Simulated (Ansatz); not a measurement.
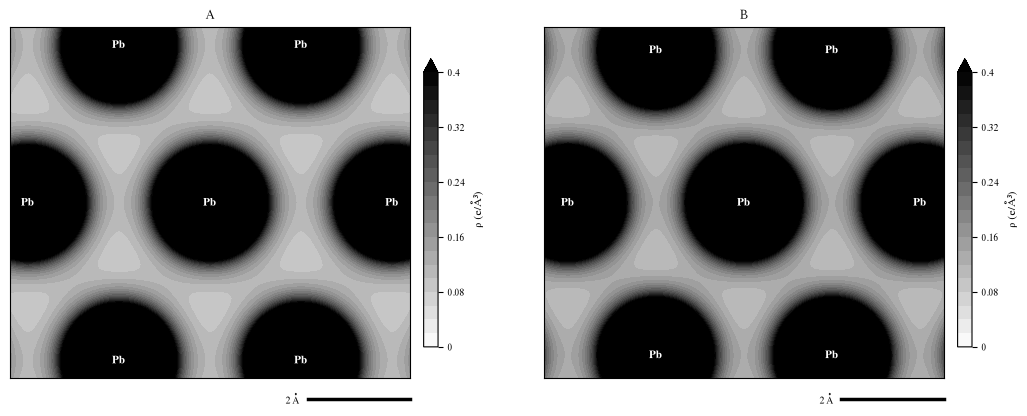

Pb. The valence electron density of two cells that differ in size, on the (010) plane of each (indices in the axes of the calculation cell), at one length scale and on one colour scale: A has 31.5 Å³ an atom and B 28.5.

Level of theory: Ansatz, Kohn-Sham DFT of a periodic cell, LC-wPBE, Ansatz PAW.

In a PAW calculation such maps are meaningful between the atoms, not at the nuclei.

The larger cell:

```cif
data_structure
_symmetry_space_group_name_H-M 'P 1'
_symmetry_Int_Tables_number 1
_cell_length_a 3.5463
_cell_length_b 3.5463
_cell_length_c 3.5463
_cell_angle_alpha 60.000
_cell_angle_beta 60.000
_cell_angle_gamma 60.000
_cell_volume 31.54
loop_
_atom_site_label
_atom_site_type_symbol
_atom_site_fract_x
_atom_site_fract_y
_atom_site_fract_z
_atom_site_occupancy
Pb1 Pb 0.00000 0.00000 0.00000 1
```

The smaller cell: a = 3.429 Å, b = 3.429 Å, c = 3.429 Å, α = 60.00°, β = 60.00°, γ = 60.00°.

What changes from the larger cell to the smaller?

From the larger cell to the smaller, Pb–Pb goes from 3.55 to 3.43 Å, and the density at its midpoint from 0.12 to 0.14 e/Å³; the pressure goes from −4.3 to 0.9 GPa.
